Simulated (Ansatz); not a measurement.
# Run report: AlP, geometry relaxation (part 3 of 3)

AlP (slab, 16 atoms in the cell); DFT PBEsol, scalar-relativistic, plane waves, PAW, no spin polarisation (Ansatz 0.2.0); cutoff 420 eV, 7×3×1 k-mesh, Gaussian smearing of 0.05 eV. The structure derives from an entry of the Crystallography Open Database. The input holds or restrains some coordinates. Forces given for the steps count only the free coordinates. It belongs to a series of runs on one base structure; here: lower part held, upper part relaxed from the bulk's places.

Geometry of the input (Å; fractional positions):
```
3.8681  0.0000  0.0000
0.0000  10.9407  0.0000
0.0000  0.0000  20.8022
Al 0.5000  0.7500  0.3605
Al 0.5000  0.2500  0.3605
P  0.0000  0.1250  0.3605
P  0.0000  0.6250  0.3605
Al 0.0000  0.5000  0.4535
Al 0.0000  0.0000  0.4535
P  0.5000  0.8750  0.4535
P  0.5000  0.3750  0.4535
Al 0.5000  0.2500  0.5465
Al 0.5000  0.7500  0.5465
P  0.0000  0.6250  0.5465
P  0.0000  0.1250  0.5465
Al 0.0000  0.0000  0.6395
Al 0.0000  0.5000  0.6395
P  0.5000  0.3750  0.6395
P  0.5000  0.8750  0.6395
```

Output, continued:
```
  k-point 1: bands = ["-12.5978", "-12.3175", "-11.6239", "-11.5369", "-11.2187", "-10.8582", "-10.8058", "-10.6061", "-6.4515", "-6.4334", "-6.0306", "-6.0275", "-5.0789", "-4.8957", "-3.9343", "-3.9222", "-3.5406", "-3.3183", "-3.1980", "-3.1006", "-3.0695", "-2.8036", "-2.5859", "-2.4755", "-2.2275", "-2.1010", "-2.0333", "-1.9549", "-1.8902", "-1.6639", "-1.5382", "-1.4364", "0.0125", "0.0815", "0.5206", "0.8936", "1.3987", "1.4341", "1.6982", "1.8148", "2.0265", "2.1408", "2.4602", "2.5125", "2.8456", "2.9268", "3.3695", "3.4153"]
  k-point 2: bands = ["-12.5467", "-11.7789", "-11.7680", "-11.5468", "-11.1231", "-10.8153", "-10.6586", "-10.4049", "-6.5182", "-6.4406", "-5.9038", "-5.7526", "-5.0826", "-4.8207", "-4.6744", "-4.1839", "-4.1472", "-3.5884", "-3.3875", "-3.3640", "-3.2644", "-3.1833", "-3.1124", "-3.0293", "-2.5989", "-2.4913", "-2.3835", "-2.2653", "-2.0685", "-1.8845", "-1.5422", "-1.3998", "0.0214", "0.0991", "0.9997", "1.3593", "1.8450", "2.3230", "2.3496", "2.5346", "2.5612", "2.6184", "2.8335", "2.8964", "2.9489", "3.0574", "3.2560", "3.3835"]
  k-point 7: bands = ["-11.4751", "-11.3347", "-11.0466", "-11.0117", "-10.5212", "-10.4935", "-10.1775", "-10.1754", "-6.8539", "-6.5257", "-6.3845", "-6.3236", "-6.2231", "-6.1054", "-6.0337", "-5.7774", "-4.4030", "-4.3595", "-4.0516", "-4.0318", "-3.6948", "-3.6400", "-3.4093", "-3.2537", "-3.0877", "-3.0814", "-2.8330", "-2.6557", "-2.1130", "-2.0548", "-1.4617", "-1.4404", "-0.2051", "-0.1476", "0.0966", "0.5934", "1.3828", "1.6611", "1.7588", "1.8636", "2.1683", "2.2615", "2.2859", "2.5920", "2.9967", "3.3718", "3.4560", "3.6829"]
--- Relaxed structure (5 steps of the walk, 5 accepted, 0 SCFs on fresh bases) ---
  F+E_penalty+E_count = -10119.26979997 eV   max|allowed force component| = 1.197e-2 eV/Å
  atoms:
    - { symbol: Al, position: [0.5000000000000001, 0.7499999999999999, 0.36053917769999994] }
    - { symbol: Al, position: [0.5000000000000001, 0.24999999999999997, 0.36053917769999994] }
    - { symbol: P, position: [0.0, 0.12499999999999999, 0.36053917769999994] }
    - { symbol: P, position: [0.0, 0.6249999999999999, 0.36053917769999994] }
    - { symbol: Al, position: [0.0, 0.49999999999999994, 0.4535130592] }
    - { symbol: Al, position: [0.0, 0.0, 0.4535130592] }
    - { symbol: P, position: [0.5000000000000001, 0.8749999999999999, 0.4535130592] }
    - { symbol: P, position: [0.5000000000000001, 0.37499999999999994, 0.4535130592] }
    - { symbol: Al, position: [0.5000000000000001, 0.25038866365696333, 0.5501121715289494] }
    - { symbol: Al, position: [0.5000000000000001, 0.7503886636569631, 0.5501121715289494] }
    - { symbol: P, position: [4.978983969212516e-35, 0.6268272636239599, 0.546795309520491] }
    - { symbol: P, position: [0.0, 0.12682726362396, 0.546795309520491] }
    - { symbol: Al, position: [0.0, -0.036446869458900445, 0.6175992918892462] }
    - { symbol: Al, position: [4.978983969212516e-35, 0.46355313054109953, 0.6175992918892462] }
    - { symbol: P, position: [0.5000000000000001, 0.3611778015648507, 0.6472946599593998] }
    - { symbol: P, position: [0.5000000000000001, 0.8611778015648507, 0.6472946599593998] }
```

Trajectory as extended XYZ (Å, eV, eV/Å), 5 frames, from step=1 to step=5:
```
16
Lattice="3.8681 0.0000 0.0000 0.0000 10.9407 0.0000 0.0000 0.0000 20.8022" Properties=species:S:1:pos:R:3:forces:R:3 step=1 energy=-10118.00681
Al    1.9341    8.2055    7.5000    0.0000  -1.2151   1.4948
Al    1.9341    2.7352    7.5000    0.0000  -1.2151   1.4948
P     0.0000    1.3676    7.5000    0.0000   0.5401  -1.0460
P     0.0000    6.8379    7.5000    0.0000   0.5401  -1.0460
Al    0.0000    5.4703    9.4341    0.0000   0.1327  -0.1047
Al    0.0000    0.0000    9.4341    0.0000   0.1327  -0.1047
P     1.9341    9.5731    9.4341    0.0000   0.5424  -0.6199
P     1.9341    4.1028    9.4341    0.0000   0.5424  -0.6199
Al    1.9341    2.7352   11.3681    0.0000   0.1327   0.1047
Al    1.9341    8.2055   11.3681    0.0000   0.1327   0.1047
P     0.0000    6.8379   11.3681    0.0000   0.5424   0.6199
P     0.0000    1.3676   11.3681    0.0000   0.5424   0.6199
Al    0.0000    0.0000   13.3022    0.0000  -1.2151  -1.4948
Al    0.0000    5.4703   13.3022    0.0000  -1.2151  -1.4948
P     1.9341    4.1028   13.3022    0.0000   0.5400   1.0460
P     1.9341    9.5731   13.3022    0.0000   0.5400   1.0460
16
Lattice="3.8681 0.0000 0.0000 0.0000 10.9407 0.0000 0.0000 0.0000 20.8022" Properties=species:S:1:pos:R:3:forces:R:3 step=2 energy=-10118.79929
Al    1.9341    8.2055    7.5000    0.0000  -1.2814   1.4971
Al    1.9341    2.7352    7.5000    0.0000  -1.2814   1.4971
P     0.0000    1.3676    7.5000    0.0000   0.5766  -1.0954
P     0.0000    6.8379    7.5000    0.0000   0.5766  -1.0954
Al    0.0000    5.4703    9.4341    0.0000   0.3742   0.0525
Al    0.0000    0.0000    9.4341    0.0000   0.3742   0.0525
P     1.9341    9.5731    9.4341    0.0000   0.5672  -0.5423
P     1.9341    4.1028    9.4341    0.0000   0.5672  -0.5423
Al    1.9341    2.7770   11.4017    0.0000   0.1112   0.2437
Al    1.9341    8.2473   11.4017    0.0000   0.1112   0.2437
P     0.0000    6.8898   11.3740    0.0000   0.1023   0.2971
P     0.0000    1.4195   11.3740    0.0000   0.1023   0.2971
Al    0.0000   -0.1212   13.1496    0.0000  -0.6289  -0.9592
Al    0.0000    5.3492   13.1496    0.0000  -0.6289  -0.9592
P     1.9341    4.0679   13.4029    0.0000   0.1809   0.5073
P     1.9341    9.5382   13.4029    0.0000   0.1809   0.5073
16
Lattice="3.8681 0.0000 0.0000 0.0000 10.9407 0.0000 0.0000 0.0000 20.8022" Properties=species:S:1:pos:R:3:forces:R:3 step=3 energy=-10119.17274
Al    1.9341    8.2055    7.5000    0.0000  -1.3197   1.4955
Al    1.9341    2.7352    7.5000    0.0000  -1.3197   1.4955
P     0.0000    1.3676    7.5000    0.0000   0.5992  -1.1290
P     0.0000    6.8379    7.5000    0.0000   0.5992  -1.1290
Al    0.0000    5.4703    9.4341    0.0000   0.5040   0.0770
Al    0.0000    0.0000    9.4341    0.0000   0.5040   0.0770
P     1.9341    9.5731    9.4341    0.0000   0.4944  -0.3764
P     1.9341    4.1028    9.4341    0.0000   0.4944  -0.3764
Al    1.9341    2.7984   11.4446    0.0000  -0.0174   0.1783
Al    1.9341    8.2687   11.4446    0.0000  -0.0174   0.1783
P     0.0000    6.9060   11.3785    0.0000  -0.0096   0.0299
P     0.0000    1.4356   11.3785    0.0000  -0.0096   0.0299
Al    0.0000   -0.2368   12.9928    0.0000  -0.2701  -0.3785
Al    0.0000    5.2336   12.9928    0.0000  -0.2701  -0.3785
P     1.9341    4.0395   13.4725    0.0000   0.0197   0.1050
P     1.9341    9.5098   13.4725    0.0000   0.0197   0.1050
16
Lattice="3.8681 0.0000 0.0000 0.0000 10.9407 0.0000 0.0000 0.0000 20.8022" Properties=species:S:1:pos:R:3:forces:R:3 step=4 energy=-10119.26788
Al    1.9341    8.2055    7.5000    0.0000  -1.3190   1.4977
Al    1.9341    2.7352    7.5000    0.0000  -1.3190   1.4977
P     0.0000    1.3676    7.5000    0.0000   0.5961  -1.1445
P     0.0000    6.8379    7.5000    0.0000   0.5961  -1.1445
Al    0.0000    5.4703    9.4341    0.0000   0.4286  -0.0861
Al    0.0000    0.0000    9.4341    0.0000   0.4286  -0.0861
P     1.9341    9.5731    9.4341    0.0000   0.3402  -0.2726
P     1.9341    4.1028    9.4341    0.0000   0.3402  -0.2726
Al    1.9341    2.7526   11.4483    0.0000  -0.0430  -0.0107
Al    1.9341    8.2229   11.4483    0.0000  -0.0430  -0.0107
P     0.0000    6.8680   11.3681    0.0000  -0.0046   0.0331
P     0.0000    1.3977   11.3681    0.0000  -0.0046   0.0331
Al    0.0000   -0.3760   12.8588    0.0000  -0.0588  -0.0142
Al    0.0000    5.0944   12.8588    0.0000  -0.0588  -0.0142
P     1.9341    3.9616   13.4697    0.0000   0.0609  -0.0023
P     1.9341    9.4319   13.4697    0.0000   0.0609  -0.0023
16
Lattice="3.8681 0.0000 0.0000 0.0000 10.9407 0.0000 0.0000 0.0000 20.8022" Properties=species:S:1:pos:R:3:forces:R:3 step=5 energy=-10119.26980
Al    1.9341    8.2055    7.5000    0.0000  -1.3152   1.4996
Al    1.9341    2.7352    7.5000    0.0000  -1.3152   1.4996
P     0.0000    1.3676    7.5000    0.0000   0.5910  -1.1412
P     0.0000    6.8379    7.5000    0.0000   0.5910  -1.1412
Al    0.0000    5.4703    9.4341    0.0000   0.4243  -0.0862
Al    0.0000    0.0000    9.4341    0.0000   0.4243  -0.0862
P     1.9341    9.5731    9.4341    0.0000   0.3118  -0.2677
P     1.9341    4.1028    9.4341    0.0000   0.3118  -0.2677
Al    1.9341    2.7394   11.4435    0.0000  -0.0111   0.0018
Al    1.9341    8.2098   11.4435    0.0000  -0.0111   0.0018
P     0.0000    6.8579   11.3745    0.0000  -0.0046  -0.0091
P     0.0000    1.3876   11.3745    0.0000  -0.0046  -0.0091
Al    0.0000   -0.3988   12.8474    0.0000  -0.0081   0.0062
Al    0.0000    5.0716   12.8474    0.0000  -0.0081   0.0062
P     1.9341    3.9515   13.4651    0.0000   0.0120  -0.0035
P     1.9341    9.4219   13.4651    0.0000   0.0120  -0.0035
```

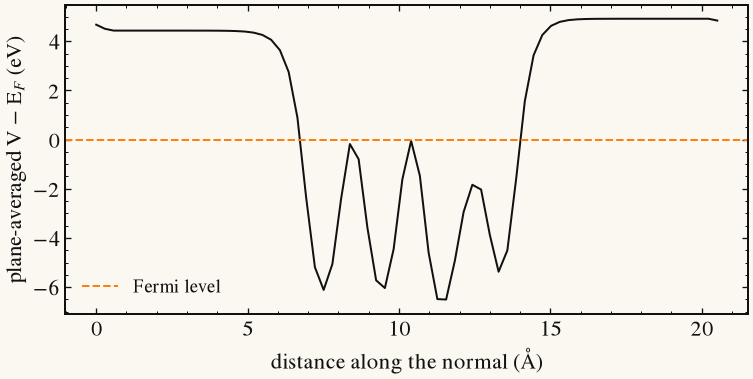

Fig. 1: Plane average of the electrostatic potential energy of an electron across the cell, from the Fermi level. The vacuum level lies 4.91 eV above the Fermi level on the upper side and 4.43 eV on the lower.

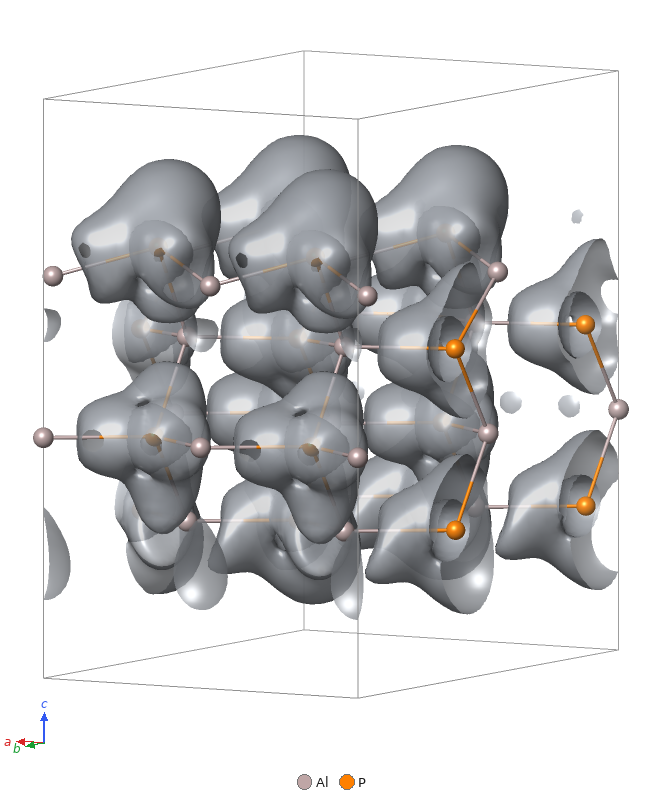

Fig. 2: Isosurface of the ELF at 0.7 (grey), seen at an oblique angle. Only the valence region is drawn (cores and ρ < 0.01 e/Å³ removed). Sticks mark near contacts. The fields are those of the smooth PAW valence density.

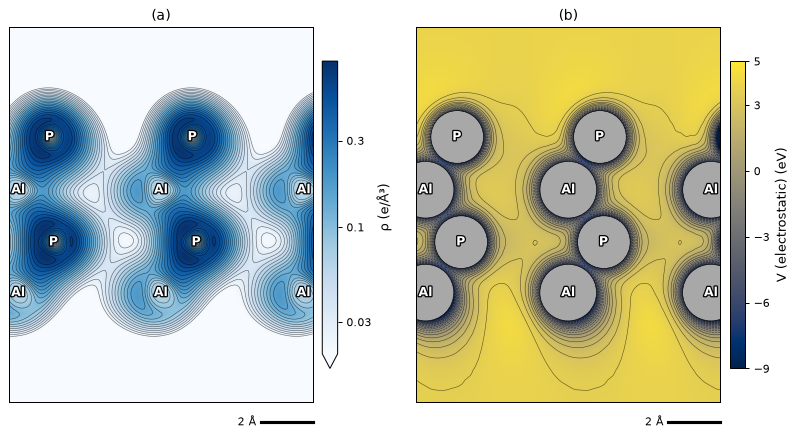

Fig. 3: (a) valence electron density; (b) electrostatic potential energy of an electron on the (100) plane of the calculation cell, a cut from vacuum to vacuum. Grey discs, where drawn, cover atomic cores. Al–P (2.36 Å): ρ is about 0.5 e/Å³ halfway. Al–P (2.43 Å): ρ at the midpoint is about 0.46 e/Å³. The density dies away to nearly zero in the vacuum.

Summary:

```csv
quantity,value
outcome,converged under the restraints of the input
electrons treated,64
free energy,−10119.2698 eV
"work function, top face",4.91 eV
"work function, bottom face",4.43 eV
Fermi energy,−0.831 eV
gap on the k-point mesh,1.03 eV
final volume,880.35 Å³
work function (upper face),4.91 eV
"largest force (length of the vector) at the end, held atoms and coordinates included",1.995 eV/Å
wall time,1.7 min (CPU time 3.3 min)
peak memory,1 GiB
```

Remarks:

Warnings of the run: the exchange-correlation potential is rough where the density is thin.
